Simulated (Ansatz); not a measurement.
The coordinates of a crystal:

```yaml
crystal:
  lattice:
    - [3.04430, 0.00000, 0.00000]
    - [-1.52215, 2.63644, 0.00000]
    - [0.00000, 0.00000, 21.41429]
  atoms:
    - { symbol: W, position: [0.66667, 0.33333, 0.33266] }
    - { symbol: S, position: [0.33333, 0.66667, 0.25682] }
    - { symbol: S, position: [0.66667, 0.33333, 0.07515] }
    - { symbol: W, position: [0.33333, 0.66667, 0.66599] }
    - { symbol: S, position: [0.00000, 0.00000, 0.59016] }
    - { symbol: S, position: [0.33333, 0.66667, 0.40849] }
    - { symbol: W, position: [0.00000, 0.00000, 0.99932] }
    - { symbol: S, position: [0.66667, 0.33333, 0.92349] }
    - { symbol: S, position: [0.00000, 0.00000, 0.74182] }
```

> What crystal do these data define?

Formula: WS2. It belongs to space group R3m (No. 160) and has a rhombohedral (trigonal R) lattice. The cell holds 9 atoms (3 W, 6 S), Z = 3. The neighbours of W are six S in a trigonal prismatic arrangement at 2.39 Å. About every S there are three W in a trigonal pyramidal arrangement at 2.39 Å. Not all metal-metal contacts are counted. The bonds build WS2 layers parallel to (001).

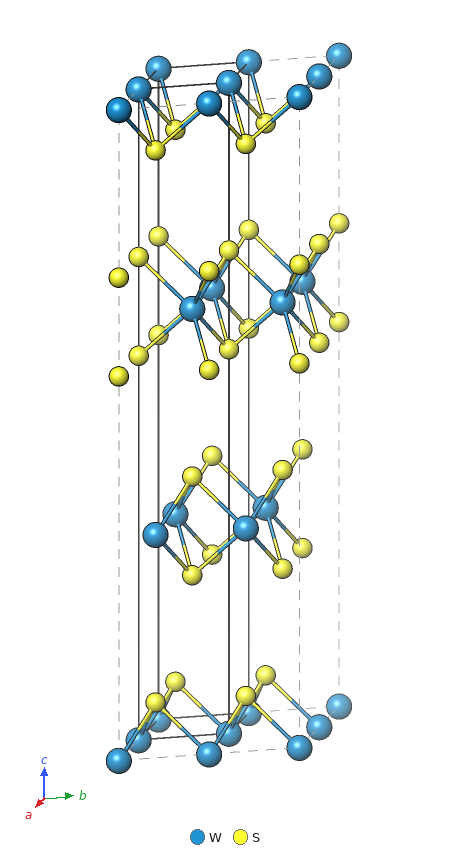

View slightly off an axis, drawn as a ball-and-stick model. A 2×2×1 array of cells is drawn; the conventional unit cell has the solid edges. Colours: tungsten blue, sulfur yellow.

Source of the structure: a structure listed in the Materials Project. The cell was then strained or its atoms displaced on purpose. The atoms were relaxed in a fixed cell with DFT PBE, scalar-relativistic, plane waves, PAW (Ansatz 0.2.0).

At this level of theory the cell isn't at rest (compressed, at 9 GPa), so its distances can differ from those at equilibrium, the more so the softer the solid.
